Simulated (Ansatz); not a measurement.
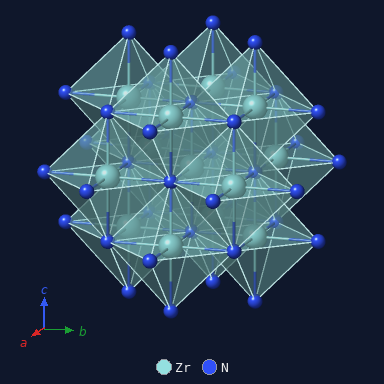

System: ZrN, space group Fm-3m (No. 225). The picture shows the conventional cell.

Starting cell:
```
Zr N
1.0
     3.25269    0.00000    0.00000
     1.62635    2.81691    0.00000
     1.62635    0.93897    2.65581
Zr N
1 1
Cartesian
  3.2527 1.8779 1.3279
  0.0000 0.0000 0.0000
```

Method: all-electron LAPW DFT, spinors without magnetism; energies at scaled volumes of the given cell, shape and fractions fixed, counted from the fit's minimum, third-order Birch-Murnaghan fit (Ansatz 0.2.0). Level: PBE with D3(BJ), spin-orbit coupling, no spin polarisation.

- k mesh: 7×7×7
- occupations: tetrahedron
- potentials: all electron LAPW, scalar relativistic
- program settings: basis error eV/atom 0.001

Predict the energy and pressure against volume. The volume takes the values 11.44, 11.68, 11.92, 12.17, 12.41, 12.65, 12.90 Å³/atom.

A third-order Birch–Murnaghan fit gives V0 = 11.85 Å³/atom, B0 = 263 GPa and B′ = 4.3. The energy is 12.54 meV/atom at volume 11.44 Å³/atom and 65.22 meV/atom at 12.90 Å³/atom; the lowest computed point is at volume 11.92 Å³/atom (0.37 meV/atom), and no other minimum shows. The pressure falls from 10.07 GPa at volume 11.44 Å³/atom to −18.48 GPa at 12.90 Å³/atom, and changes sign near 11.85 Å³/atom.

```csv
volume (Å³/atom),energy (meV/atom),pressure (GPa)
11.44,12.54,10.07
11.68,2.04,3.92
11.92,0.37,-1.59
12.17,6.64,-6.53
12.41,20.02,-10.96
12.65,39.77,-14.93
12.90,65.22,-18.48
```

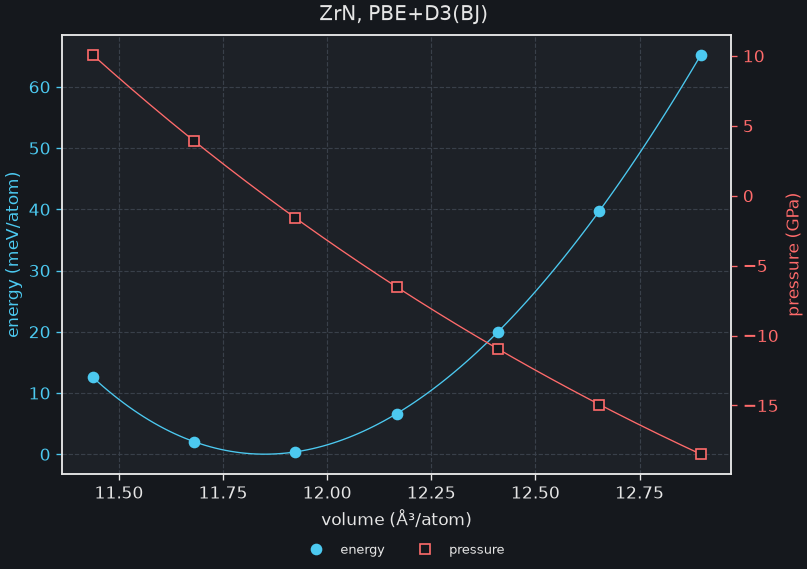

Note: the program warns: tetrahedron derivatives may miss energy slope.
